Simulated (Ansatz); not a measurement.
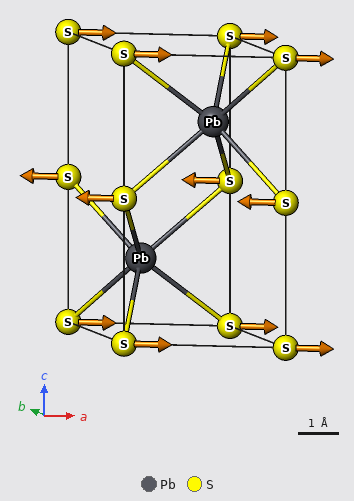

One vibrational mode of a crystal of PbS (a generated structure) at the zone centre. The orange arrows are the displacements of the atoms (eigenvector over the root of the mass), of arbitrary overall length and sign. The picture is a ball-and-stick view of the cell of the calculation, seen slightly off an axis.

The calculation used DFT PBE, scalar-relativistic, plane waves, PAW (Ansatz 0.2.0).

Input file:
```yaml
crystal:
  lattice:
    - [4.1266729668, 2.89e-08, 0.0]
    - [-2.0633365084, 3.5738036079, 0.0]
    - [0.0, 0.0, 7.3569321702]
  atoms:
    - { symbol: Pb, position: [0.6666666667, 0.3333333333, 0.75] }
    - { symbol: Pb, position: [0.3333333333, 0.6666666667, 0.25] }
    - { symbol: S, position: [0.0, 0.0, 0.0] }
    - { symbol: S, position: [0.0, 0.0, 0.5] }
basis:
  ecutwfc: 420
kpoints:
  mp_grid: { grid: [12, 12, 6] }
hamiltonian:
  xc: pbe
scf:
  occupations: { method: fixed }
output:
  eigenvalues: true
phonons:
  method: dfpt
  eigenvectors: true
  qmesh: [2, 2, 1]
  temperatures: { t_max: 1000, t_step: 100 }
  qpath:
    path:
      - [[0.0, 0.0, 0.0], [0.5, 0.0, 0.0], [0.33333333, 0.33333333, 0.0], [0.0, 0.0, 0.0], [0.0, 0.0, 0.5], [0.5, 0.0, 0.5], [0.33333333, 0.33333333, 0.5], [0.0, 0.0, 0.5]]
      - [[0.5, 0.0, 0.5], [0.5, 0.0, 0.0]]
      - [[0.33333333, 0.33333333, 0.5], [0.33333333, 0.33333333, 0.0]]
    npoints: 8
```

Command:
```bash
ansatz run input.yaml --threads 1 --pin off --max-ram 3072MiB --backend cpu --events-out ev --progress --plain --runs-dir out
```

Frequencies are those without the non-analytic (LO–TO) term.

Question: Give the symmetry, activity and frequency of this mode.

Answer: This is the E₂u mode (doubly degenerate; one member of the set is drawn) at 127 cm⁻¹, optical level 5 of 6, counted from below (1 lower level is imaginary, so the structure is unstable), silent by symmetry (neither infrared- nor Raman-active). The Pb atoms stay at rest; all motion is along a; atoms of one kind move against one another, with no net shift of their sublattice.
